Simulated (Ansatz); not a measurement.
## Run report: Al$_{3}$As$_{3}$H, geometry relaxation (part 3 of 3)

Al$_{3}$As$_{3}$H (slab, 7 atoms in the cell); DFT PBEsol, scalar-relativistic, plane waves, PAW, spin-polarised (Ansatz 0.2.0); cutoff 420 eV, 9×9×1 k-mesh, Gaussian smearing of 0.05 eV, collinear spins. The structure derives from an entry of the Crystallography Open Database. The input holds or restrains some coordinates. Forces given for the steps count only the free coordinates. It belongs to a series of runs on one base structure; here: H put at a bridge As-As site.

Geometry of the input (Å; fractional positions):
```
4.0125  0.0000  0.0000
-2.0063  3.4750  0.0000
0.0000  0.0000  26.3715
As 0.0000  0.0000  0.3223
Al 0.3333  0.6667  0.3534
As 0.3333  0.6667  0.4466
Al 0.6667  0.3333  0.4744
As 0.6667  0.3333  0.5722
Al 0.0000  0.0000  0.5977
H  0.1667  0.3333  0.6356
```

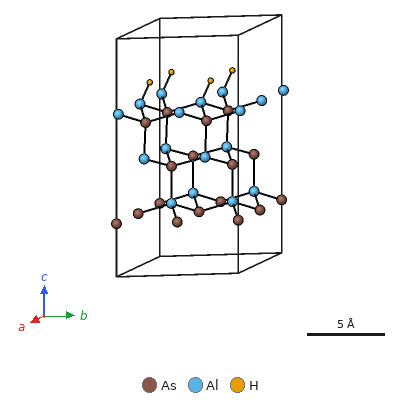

The geometry at step 4 of the log (ball-and-stick view of the 2 × 2 repeat of the cell, with the vacuum cut short, seen slightly off an axis).

**The program's output, continued**
```
relax step   7: F+E_penalty+E_count = -16029.00479544 eV  Δ(F+E_penalty+E_count) = -3.563e-2 eV  max|allowed force component| = 1.749e-1 eV/Å  Δτ_max = 0.1961 Å  (9 SCF iters, dr2 threshold 4.36e-5 eV, accepted)
SCF 8 converged in 10 iterations: F = -16029.019348 eV  dr2 = 4.77e-8
relax step   8: F+E_penalty+E_count = -16029.01934782 eV  Δ(F+E_penalty+E_count) = -1.455e-2 eV  max|allowed force component| = 7.264e-2 eV/Å  Δτ_max = 0.2000 Å  (10 SCF iters, dr2 threshold 1.10e-5 eV, accepted)
SCF 9 converged in 11 iterations: F = -16029.021027 eV  dr2 = 1.19e-9
relax step   9: F+E_penalty+E_count = -16029.02102747 eV  Δ(F+E_penalty+E_count) = -1.680e-3 eV  max|allowed force component| = 7.785e-2 eV/Å  Δτ_max = 0.0902 Å  (11 SCF iters, dr2 threshold 9.11e-7 eV, accepted)
SCF 10 converged in 9 iterations: F = -16029.021888 eV  dr2 = 4.02e-8
relax step  10: F+E_penalty+E_count = -16029.02188799 eV  Δ(F+E_penalty+E_count) = -8.605e-4 eV  max|allowed force component| = 4.578e-3 eV/Å  Δτ_max = 0.0200 Å  (9 SCF iters, dr2 threshold 1.05e-6 eV, accepted)
iter 1 solved again at ethr=7.23e-11 eV; its pass at ethr=3.10e-3 eV (dr2=3.97e-8 eV) is discarded
SCF iter   1: F=—  HF=-16029.021888 eV  |F-HF|=—  |Δ(HF+E_count)|=         —  Δρ=8.52e-7 (↑6.54e-7 ↓8.52e-7)  dr2=4.02e-8  dr2_m=1.02e-9  M=0.921 μB ∫|m|=0.946 μB  β_m=1.20  ethr=7.23e-11  p=-0.090 e·Å  D=-4.45e-2 V/Å  ΔV_dip=1.17 eV  dr2_dipole=1.09e-8  V_vac-E_F(+/−)=6.54/5.37 eV  ⟨swp⟩=1.0  Hψ=4700  notcnv=0
efield: sawtooth ramp at fractional position 0.9590 (handed on by an earlier solve), width 0.0400; the density the first Hamiltonian is built on has a dipole p = -0.090 e·Å; the dipole correction subtracts the counter field D = -4.45e-2 V/Å, which shifts the + side's vacuum level by +1.17 eV against the − side's; the planar-averaged density in the ramp window peaks in size at 8.6e-7 e/Å³
preconditioner: auto → LDOS  [metal: Δε(μ)=0.011 eV  Ē_g=8.310 eV  σ=0.050 eV  W_gap=0.12  n_scr=58 (ndim 8)  ℏωp=9.7 eV  f_vac=0.567  D(μ)=5.34/eV (n_scr^D=12)]
spin=Collinear: LDOS preconditioning applied to the charge; magnetization (m = ρ↑ − ρ↓) channel mixes plain (no charge-response kernel on spin).
SCF iter   2: F=-16029.021888 eV  HF=-16029.021888 eV  |F-HF|=8.78e-8  |Δ(HF+E_count)|=   8.55e-9  Δρ=7.53e-7 (↑5.43e-7 ↓7.53e-7)  dr2=7.74e-8  dr2_m=1.69e-10  M=0.921 μB ∫|m|=0.946 μB  ethr=7.23e-11  p=-0.090 e·Å  D=-4.45e-2 V/Å  ΔV_dip=1.17 eV  dr2_dipole=2.86e-8  V_vac-E_F(+/−)=6.54/5.37 eV  ⟨swp⟩=7.7  Hψ=8664  notcnv=0
SCF 11 converged in 2 iterations: F = -16029.021888 eV  dr2 = 7.74e-8
relax step  11: F+E_penalty+E_count = -16029.02188794 eV  Δ(F+E_penalty+E_count) = +5.293e-8 eV  max|allowed force component| = 4.579e-3 eV/Å  Δτ_max = 0.0000 Å  (2 SCF iters, accepted)
WARN: The output density's exchange-correlation potential varies sharply where the density is thin. Do not read a vacuum level from v_tot or v_xc, or from such a field of the output density. On a cell that repeats whose density bears no net charge and no dipole along the vacuum's axis use v_es (v_loc + v_h of the components); under efield.dipole_correction with no amplitude use v_es + v_field, which holds any external_charges[].barrier, or the levels of the report's work_function block, which leave it out; under a non-zero efield.amplitude the vacuum is tilted and has no level; on a cell that repeats and bears such a dipole with no correction it is tilted too, and efield.dipole_correction with no amplitude gives each side of its ramp a level where efield: is served; in a cell that repeats whose density bears a net charge (total_charge, or a fill off its count) it is curved and has none; of a slab under crystal.periodic whose density bears no net charge use v_es, which has a level on each side, short of where the two are joined; of another it falls or rises all the way out and has none; of a slab beside external_charges read slab_vacuum_level instead, which it has where they leave it neutral. The grid or the basis barely resolves most such structure, and the values can differ between equally converged runs; as a rule a tighter scf.convergence.dr2_threshold does not remove it. Where the density itself ripples (under the LDA too) a higher basis.ecutwfc lessens it. The files hold the spikes' plane waves up to the density's cutoff. Files: v_tot_of_output_density and the like, and their columns of v_z.tsv (output.write_potential); v_xc_of_output_density and the like, and their columns of v_comp_z.tsv (output.write_potential_components). Measured: with its Gaussian average of σ = 0.25 Å subtracted twice, the exchange-correlation potential is over 0.1 eV at 381 of the grid points where the equally averaged density (valence and model cores) is under 1e-3 e/Å³, and 0.286 eV at the most among them, at an averaged density of 3.9e-8 e/Å³. The input density's (outcome.potential() and, of a run that writes arrays, v_tot and v_xc) is over 0.1 eV, so measured, at 344 points of its own thin density, 0.272 eV at the most. See output.write_potential in the manual, Limitations
SCF converged after 2 iterations
Stability not checked: this state was not tested for a lower state beside it, because the mixer in use, unlike msr1, does not test its closes by its own steps (another_mixer; see scf.mixing.algorithm and scf.lower_state_search)
Magnetization: 0.9214 μB (27.9607 up, 27.0393 down)
Absolute magnetization: 0.9401 μB (∫|ρ↑−ρ↓|, with the PAW one-centre terms)
Spin contamination: 0.0043 ħ² per cell (⟨S²⟩ above its minimum at these occupations)
Per-site moments (μB) at R_I (Å): [(0.24774880328953372, 1.0135835975597636), (0.017754099369145827, 1.0135835967273144), (0.08730020166085105, 1.0135835967273144), (0.011230023831541494, 1.0002054846286559), (0.04205667968230512, 1.0002054846286559), (0.0009301759505661411, 0.6572098699661167), (0.012242191185270902, 0.6572098699661167)]
Free energy (F): -16029.021888 eV
Harris-Foulkes:  -16029.021888 eV  (|F-HF|=8.78e-8)
Internal energy: -16029.015212 eV  (E = F + TS)
E sigma→0 (E₀):  -16029.018550 eV
Entropy (-TS):   -0.006676 eV (-0.954 meV/atom)
Fermi energy:    -1.448863 eV
Dipole field:    D = -0.044698 V/Å  (p = -0.090831 e·Å, saw-weighted, corrected)
Work function:   Φ+ = 6.5457 eV   Φ− = 5.3669 eV
Levels:          The Fermi level and band energies are counted from a zero that moves with the ramp; work functions are not
--- Per-component energies (eV) ---
  E_band       = -1219.240585
  E_kinetic    = 389.898337
  E_local      = -40802.727315  (includes V_loc(G=0)·N_el)
  E_nonlocal   = -1971.595939
  E_hartree    = 20409.705211
  E_xc         = -360.306328
  E_vxc        = -333.081397  (∫ρ·V_xc dr)
  E_paw        = -6744.575385  (= ΣΔE_a)
  E_vpaw       = 680.374538  (= ΣTr[D̂ρ^β])
  E_aug_tail   = -0.001116  (compensation charges beyond the density's cutoff)
  E_efield     = 0.002030  (sawtooth field / dipole correction)
  E_vefield    = -1.505891  (∫n·V_field dr)
  E_ewald      = 13047.628589
  E_core_change = 2.956703  (= ΣΔE_core)
  E_smearing   = -0.006676  (= −TS)
  E_closure    = -0.000000  (closes the sum)
  Σ components = -16029.021888   (vs F -16029.021888, Δ=0.00e0)
--- Forces (eV/Å), atoms counted from 1 ---
  atom   1  As     0.00000000     0.00004753     0.33493787
  atom   2  Al     0.00000000    -0.00000652    -0.44406903
  atom   3  As     0.00000000    -0.00044790     0.10877940
  atom   4  Al     0.00000000     0.00040422     0.00457916
  atom   5  As     0.00000000     0.00279600    -0.00232476
  atom   6  Al     0.00000000    -0.00441746    -0.00391062
  atom   7  H      0.00000000     0.00163603     0.00201639
  max |Σ_I F_I| component: 1.19e-5 eV/Å
--- Band table (eV; the first three rows and the last of 50) ---
  k-point 0 ↑: bands = ["-36.0720", "-36.0545", "-36.0545", "-36.0251", "-36.0251", "-35.9634", "-35.9342", "-35.9342", "-35.8464", "-35.8464", "-35.6335", "-35.6244", "-35.6244", "-35.6109", "-35.6109", "-13.1263", "-12.4106", "-11.9928", "-6.4296", "-5.0039", "-3.1027", "-2.1460", "-2.1460", "-1.6297", "-1.6271", "-1.6266", "-1.3557", "-1.3539", "0.8627", "1.1126", "1.5206", "3.1594", "3.1595", "3.4095", "3.4310"]
  k-point 1 ↑: bands = ["-36.0719", "-36.0545", "-36.0545", "-36.0251", "-36.0250", "-35.9633", "-35.9342", "-35.9342", "-35.8464", "-35.8462", "-35.6334", "-35.6245", "-35.6244", "-35.6109", "-35.6108", "-13.0237", "-12.3151", "-11.9116", "-6.3575", "-4.9984", "-3.3567", "-2.8112", "-2.4252", "-2.3635", "-2.0202", "-1.7914", "-1.6003", "-1.4796", "1.5417", "1.7963", "2.1825", "2.8247", "3.2210", "3.3822", "3.4617"]
  k-point 2 ↑: bands = ["-36.0717", "-36.0547", "-36.0545", "-36.0251", "-36.0246", "-35.9631", "-35.9344", "-35.9342", "-35.8464", "-35.8458", "-35.6332", "-35.6246", "-35.6243", "-35.6109", "-35.6104", "-12.7326", "-12.0492", "-11.6946", "-6.2247", "-5.1872", "-4.4043", "-3.8870", "-3.2290", "-2.7907", "-2.4984", "-2.1583", "-1.7809", "-1.7560", "1.4540", "1.8364", "2.1622", "2.8809", "3.8502", "3.8663", "3.9073"]
  k-point 24 ↓: bands = ["-36.0414", "-36.0310", "-36.0307", "-36.0151", "-36.0144", "-35.8735", "-35.8624", "-35.8622", "-35.8252", "-35.8245", "-35.6205", "-35.6145", "-35.6141", "-35.6033", "-35.6026", "-11.9596", "-11.3587", "-11.0371", "-6.2987", "-5.8885", "-5.5992", "-4.1862", "-3.9473", "-3.4789", "-3.2494", "-3.0083", "-2.3503", "-1.3639", "2.0941", "2.2639", "3.1535", "3.2542", "3.7540", "3.9775", "4.2838"]
--- Relaxed structure (11 steps of the walk, 11 accepted, 0 SCFs on fresh bases) ---
  F+E_penalty+E_count = -16029.02188794 eV   max|allowed force component| = 4.579e-3 eV/Å
  atoms:
    - { symbol: As, position: [0.0, 0.0, 0.32231744479999996] }
    - { symbol: Al, position: [0.33333333335, 0.6666666667, 0.3533758573] }
    - { symbol: As, position: [0.33333333335, 0.6666666667, 0.44655109439999996] }
    - { symbol: Al, position: [0.6666596585347697, 0.3333193170695395, 0.47837076283971725] }
    - { symbol: As, position: [0.666722383452639, 0.333444766905278, 0.5703161948432989] }
    - { symbol: Al, position: [0.00014406802075116242, 0.00028813604150232483, 0.6045206548170634] }
    - { symbol: H, position: [-0.00024543415025927637, -0.0004908683005185527, 0.6649355996403576] }
--- Löwdin populations: 7 sites ---
  site symbol       q [e]    m [muB]
     0     As     15.2048     0.6179
     1     Al      2.6557    -0.0101
     2     As     15.2908     0.1744
     3     Al      2.6148     0.0128
     4     As     15.3199     0.0859
     5     Al      2.5782     0.0113
     6      H      1.1254     0.0190
  spilling = 0.003824 (of n_electrons = 55.000000)
```

**File populations.tsv**
```
# site	symbol	l	j	q_up	q_dn
# orbitals = lowdin
# n_electrons = 55.000000
# spilling = 0.003824
0	As	0_4S	-	0.794786	0.778402
0	As	1_4P	-	2.117920	1.516241
0	As	2_3D	-	4.998692	4.998807
1	Al	0_3S	-	0.442749	0.452030
1	Al	1_3P	-	0.880034	0.880882
2	As	0_4S	-	0.744163	0.740975
2	As	1_4P	-	1.990223	1.818965
2	As	2_3D	-	4.998227	4.998249
3	Al	0_3S	-	0.444224	0.445650
3	Al	1_3P	-	0.869595	0.855332
4	As	0_4S	-	0.739299	0.738604
4	As	1_4P	-	1.965306	1.880138
4	As	2_3D	-	4.998282	4.998287
5	Al	0_3S	-	0.447055	0.448075
5	Al	1_3P	-	0.847726	0.835381
6	H	0_1S	-	0.572179	0.553187
```

**Trajectory as extended XYZ (Å, eV, eV/Å), 11 frames, from step=1 to step=11**
```
7
Lattice="4.0125 0.0000 0.0000 -2.0063 3.4750 0.0000 0.0000 0.0000 26.3715" Properties=species:S:1:pos:R:3:forces:R:3 step=1 energy=-16028.11022
As    0.0000    0.0000    8.5000    0.0000  -0.0234   0.3225
Al    0.0000    2.3166    9.3191    0.0000   0.0150  -0.6573
As    0.0000    2.3166   11.7762    0.0000   0.0621   0.0923
Al    2.0063    1.1583   12.5113    0.0000   0.0523   0.7039
As    2.0063    1.1583   15.0891    0.0000  -0.1100  -1.5195
Al    0.0000    0.0000   15.7615    0.0000  -0.3058  -0.7554
H     0.0000    1.1583   16.7615    0.0000   0.3098   1.8138
7
Lattice="4.0125 0.0000 0.0000 -2.0063 3.4750 0.0000 0.0000 0.0000 26.3715" Properties=species:S:1:pos:R:3:forces:R:3 step=2 energy=-16028.50255
As    0.0000    0.0000    8.5000    0.0000  -0.0186   0.3556
Al    0.0000    2.3166    9.3191    0.0000   0.0114  -0.6108
As    0.0000    2.3166   11.7762    0.0000   0.0859  -0.0385
Al    2.0063    1.1618   12.5270    0.0000   0.0243   0.1098
As    2.0063    1.1776   14.9672    0.0000   0.0769  -0.5018
Al    0.0000    0.0342   15.7256    0.0000   0.2978  -0.0621
H     0.0000    1.0814   16.9405    0.0000  -0.4778   0.7477
7
Lattice="4.0125 0.0000 0.0000 -2.0063 3.4750 0.0000 0.0000 0.0000 26.3715" Properties=species:S:1:pos:R:3:forces:R:3 step=3 energy=-16028.67693
As    0.0000    0.0000    8.5000    0.0000  -0.0152   0.3599
Al    0.0000    2.3166    9.3191    0.0000   0.0083  -0.5950
As    0.0000    2.3166   11.7762    0.0000   0.1117  -0.1263
Al    2.0063    1.1654   12.5214    0.0000  -0.0036  -0.0204
As    2.0063    1.2173   14.9271    0.0000   0.1636  -0.0923
Al    0.0000    0.0813   15.7222    0.0000   0.3494   0.2530
H     0.0000    0.9599   17.0929    0.0000  -0.6142   0.2210
7
Lattice="4.0125 0.0000 0.0000 -2.0063 3.4750 0.0000 0.0000 0.0000 26.3715" Properties=species:S:1:pos:R:3:forces:R:3 step=4 energy=-16028.80548
As    0.0000    0.0000    8.5000    0.0000  -0.0116   0.3544
Al    0.0000    2.3166    9.3191    0.0000   0.0049  -0.5756
As    0.0000    2.3166   11.7762    0.0000   0.1260  -0.1518
Al    2.0063    1.1677   12.5228    0.0000  -0.0155   0.0425
As    2.0063    1.2681   14.9268    0.0000   0.1551  -0.0154
Al    0.0000    0.1304   15.7420    0.0000   0.2580   0.3352
H     0.0000    0.8102   17.2179    0.0000  -0.5169   0.0106
7
Lattice="4.0125 0.0000 0.0000 -2.0063 3.4750 0.0000 0.0000 0.0000 26.3715" Properties=species:S:1:pos:R:3:forces:R:3 step=5 energy=-16028.90318
As    0.0000    0.0000    8.5000    0.0000  -0.0086   0.3423
Al    0.0000    2.3166    9.3191    0.0000   0.0035  -0.5367
As    0.0000    2.3166   11.7762    0.0000   0.1246  -0.1280
Al    2.0063    1.1682   12.5394    0.0000  -0.0099   0.0716
As    2.0063    1.3196   14.9439    0.0000   0.0982  -0.0053
Al    0.0000    0.1755   15.7786    0.0000   0.1621   0.3345
H     0.0000    0.6471   17.3247    0.0000  -0.3699  -0.0785
7
Lattice="4.0125 0.0000 0.0000 -2.0063 3.4750 0.0000 0.0000 0.0000 26.3715" Properties=species:S:1:pos:R:3:forces:R:3 step=6 energy=-16028.96917
As    0.0000    0.0000    8.5000    0.0000  -0.0099   0.3311
Al    0.0000    2.3166    9.3191    0.0000   0.0095  -0.4890
As    0.0000    2.3166   11.7762    0.0000   0.1135  -0.0693
Al    2.0063    1.1681   12.5669    0.0000   0.0018   0.0579
As    2.0063    1.3566   14.9721    0.0000   0.0263   0.0032
Al    0.0000    0.2060   15.8334    0.0000   0.0858   0.2918
H     0.0000    0.4772   17.4204    0.0000  -0.2270  -0.1255
7
Lattice="4.0125 0.0000 0.0000 -2.0063 3.4750 0.0000 0.0000 0.0000 26.3715" Properties=species:S:1:pos:R:3:forces:R:3 step=7 energy=-16029.00480
As    0.0000    0.0000    8.5000    0.0000  -0.0106   0.3309
Al    0.0000    2.3166    9.3191    0.0000   0.0133  -0.4573
As    0.0000    2.3166   11.7762    0.0000   0.0968   0.0405
Al    2.0063    1.1677   12.5987    0.0000   0.0018   0.0064
As    2.0063    1.3526   15.0096    0.0000  -0.0284   0.0346
Al    0.0000    0.1979   15.9011    0.0000   0.0262   0.1749
H     0.0000    0.2994   17.5031    0.0000  -0.0991  -0.1296
7
Lattice="4.0125 0.0000 0.0000 -2.0063 3.4750 0.0000 0.0000 0.0000 26.3715" Properties=species:S:1:pos:R:3:forces:R:3 step=8 energy=-16029.01935
As    0.0000    0.0000    8.5000    0.0000  -0.0051   0.3340
Al    0.0000    2.3166    9.3191    0.0000   0.0062  -0.4522
As    0.0000    2.3166   11.7762    0.0000   0.0419   0.0731
Al    2.0063    1.1624   12.6053    0.0000   0.0000   0.0389
As    2.0063    1.2445   15.0287    0.0000  -0.0064   0.0283
Al    0.0000    0.0900   15.9358    0.0000  -0.0172   0.0504
H     0.0000    0.1019   17.5349    0.0000  -0.0194  -0.0726
7
Lattice="4.0125 0.0000 0.0000 -2.0063 3.4750 0.0000 0.0000 0.0000 26.3715" Properties=species:S:1:pos:R:3:forces:R:3 step=9 energy=-16029.02103
As    0.0000    0.0000    8.5000    0.0000  -0.0007   0.3346
Al    0.0000    2.3166    9.3191    0.0000   0.0009  -0.4357
As    0.0000    2.3166   11.7762    0.0000  -0.0029   0.1452
Al    2.0063    1.1577   12.6258    0.0000   0.0107  -0.0237
As    2.0063    1.1748   15.0519    0.0000  -0.0062  -0.0779
Al    0.0000    0.0166   15.9394    0.0000  -0.0029  -0.0055
H     0.0000    0.0120   17.5282    0.0000   0.0011   0.0629
7
Lattice="4.0125 0.0000 0.0000 -2.0063 3.4750 0.0000 0.0000 0.0000 26.3715" Properties=species:S:1:pos:R:3:forces:R:3 step=10 energy=-16029.02189
As    0.0000    0.0000    8.5000    0.0000   0.0000   0.3349
Al    0.0000    2.3166    9.3191    0.0000   0.0000  -0.4441
As    0.0000    2.3166   11.7762    0.0000  -0.0004   0.1088
Al    2.0063    1.1583   12.6154    0.0000   0.0004   0.0046
As    2.0063    1.1587   15.0401    0.0000   0.0028  -0.0024
Al    0.0000    0.0010   15.9421    0.0000  -0.0044  -0.0039
H     0.0000   -0.0017   17.5354    0.0000   0.0016   0.0020
7
Lattice="4.0125 0.0000 0.0000 -2.0063 3.4750 0.0000 0.0000 0.0000 26.3715" Properties=species:S:1:pos:R:3:forces:R:3 step=11 energy=-16029.02189
As    0.0000    0.0000    8.5000    0.0000   0.0000   0.3349
Al    0.0000    2.3166    9.3191    0.0000   0.0000  -0.4441
As    0.0000    2.3166   11.7762    0.0000  -0.0004   0.1088
Al    2.0063    1.1583   12.6154    0.0000   0.0004   0.0046
As    2.0063    1.1587   15.0401    0.0000   0.0028  -0.0023
Al    0.0000    0.0010   15.9421    0.0000  -0.0044  -0.0039
H     0.0000   -0.0017   17.5354    0.0000   0.0016   0.0020
```

**Key numbers**

```json
{"quantity": "outcome", "value": "converged under the restraints of the input"}
{"quantity": "electrons treated", "value": "55"}
{"quantity": "free energy", "value": "−16029.0219 eV"}
{"quantity": "work function, top face", "value": "6.55 eV"}
{"quantity": "work function, bottom face", "value": "5.37 eV"}
{"quantity": "Fermi energy", "value": "−1.449 eV"}
{"quantity": "gap on the k-point mesh", "value": "none (metallic)"}
{"quantity": "net moment of the cell", "value": "0.92 μB"}
{"quantity": "integrated absolute moment", "value": "0.94 μB"}
{"quantity": "final volume", "value": "367.71 Å³"}
{"quantity": "work function (upper face)", "value": "6.55 eV"}
{"quantity": "largest force (length of the vector) at the end, held atoms and coordinates included", "value": "0.444 eV/Å"}
{"quantity": "hardware", "value": "2 threads of Intel Xeon @ 2.50GHz (Skylake/Cascade Lake), 32 GiB of memory available, shared host"}
{"quantity": "wall time", "value": "7.5 min (CPU time 15 min)"}
{"quantity": "peak memory", "value": "1.1 GiB"}
```

**Notes**

Warnings of the run: the exchange-correlation potential is rough where the density is thin.
